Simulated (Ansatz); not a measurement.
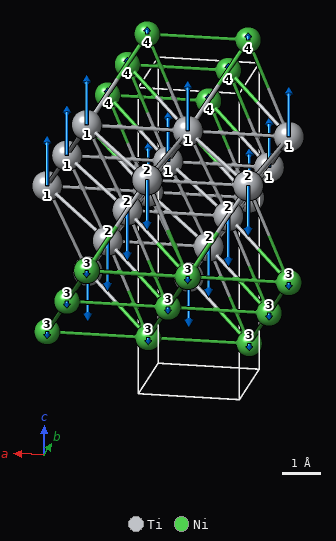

A relaxation of a crystal of TiNi (a generated structure, set up in P4/nmm) (coarse preliminary run). The starting structure is drawn; blue arrows show the displacements (the part carried along by the change of the cell is left out), 5 times their true length.

The picture is a ball-and-stick view of the cell of the calculation, repeated 2 × 3 × 1 with one cell outlined, seen from a free direction.

Case: Cd → Ni on all its sites, cell and atoms relaxed.

Computed with DFT PBEsol, scalar-relativistic, plane waves, PAW (Ansatz 0.2.0).

The input:
```yaml
crystal:
  lattice:
    - [2.7274460424, 0.0, 0.0]
    - [0.0, 2.7274460424, 0.0]
    - [0.0, 0.0, 8.5034559044]
  atoms:
    - { symbol: Ti, position: [0.0, 0.5, 0.6096858278] }
    - { symbol: Ti, position: [0.5, 0.0, 0.3903141722] }
    - { symbol: Ni, position: [0.0, 0.5, 0.1334317095], spin: 0.32 }
    - { symbol: Ni, position: [0.5, 0.0, 0.8665682905], spin: 0.32 }
basis:
  ecutwfc: 420
kpoints:
  mp_grid: { grid: [8, 8, 4] }
hamiltonian:
  xc: pbesol
scf:
  occupations: { method: gaussian, width: 0.1 }
output:
  forces: true
  stress: true
  eigenvalues: true
  populations: true
magnetization:
  spin_polarized: true
relax:
  adjacent_minimum: "off"
  f_tol: 0.05
  max_steps: 60
  cell: { stress_tol: 0.5 }
```

Run as
```bash
ansatz run input.yaml --threads 1 --pin off --max-ram 2560MiB --backend cpu --events-out ev --progress --plain --runs-dir out
```

Question: Which element moves most?

Answer: Titanium: up to 0.29 Å, against 0.04 Å for nickel.

Question: What happened in the run?

Answer: The largest moves relative to the cell, 0.29 Å, are those of Ti1 and Ti2. Ti1 goes along +c. By element the largest moves are Ti 0.29 Å, Ni 0.04 Å. Cell: a = b 2.727 → 3.056 Å (+12.1 %), c 8.503 → 5.624 Å (−33.9 %). Volume −17.0 %. Among the contacts that change: Ti1–Ni3 4.454 → 2.617 Å, Ti1–Ni4 2.914 → 2.473 Å, Ni3–Ni4 2.978 → 2.583 Å, Ti1–Ti1 2.727 → 3.056 Å. New bonds form, among them: Ti1–Ni3 (4.45 → 2.62 Å), Ti2–Ni4 (4.45 → 2.62 Å). The space group stays P4/nmm (No. 129). Over 13 accepted moves (15 points after the start) the energy falls by 2.444 eV per cell of the calculation. The largest force component goes from 2.3 to 0.012 eV/Å. The pressure goes from −13.12 to 0.14 GPa. At 2 points the geometry stayed and the basis and grid were re-selected for the new cell (energy shift of 21.6 meV per cell of the calculation at most each time). The program noted that the starting moments weren't kept. The run may lie on a higher electronic state than the lowest, so the end point isn't shown to be the ground-state structure.
